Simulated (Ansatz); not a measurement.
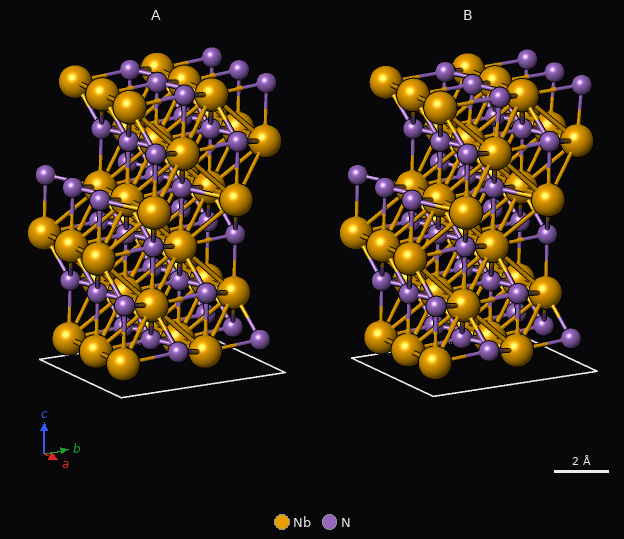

Two geometries of a slab of composition NbN (cut from the P-6m2 phase), drawn at one scale. One is the start of a relaxation, the other its converged end. A ball-and-stick model of the 3 × 2 repeat of the cell, outlined in the plane, without the vacuum, seen slightly off an axis.

All numbers below come from Ansatz, DFT PBEsol, scalar-relativistic, plane waves, PAW. Settings: plane-wave cutoff 420 eV; k-point mesh 13 × 9 × 1; occupations gaussian; smearing width 0.1 eV; no spin polarisation; dipole correction; atoms relaxed in a fixed cell; force threshold 0.02 eV/Å; at most 60 steps.

Which geometry has the lower energy?

Answer. Structure B is the relaxed one. Case: (1 0 1) slab, atoms relaxed. The slab is the (1 0 1) face of NbN. An N atom moves most relative to the layer's centre: 0.16 Å at 56° to the normal (−c side). Largest moves by element: N 0.16 Å, Nb 0.05 Å. The cell doesn't change. Near-neighbour distances that change, for instance: N–Nb 2.216 → 2.389 Å, N–Nb 2.216 → 2.076 Å, N–Nb 2.216 → 2.120 Å, N–Nb 2.216 → 2.146 Å. Among the angles between lasting bonds that change: Nb–N–Nb 82.9° → 90.0°, Nb–N–Nb 82.9° → 86.8°, Nb–N–Nb 135.0° → 132.9°. After 4 accepted moves (5 points after the start) the energy has fallen by 0.255 eV per cell of the calculation. The largest force component goes from 1.4 to 0.012 eV/Å. 1 step only repeated the SCF at the same geometry. The run took roughly 13 core-minutes on a shared host.
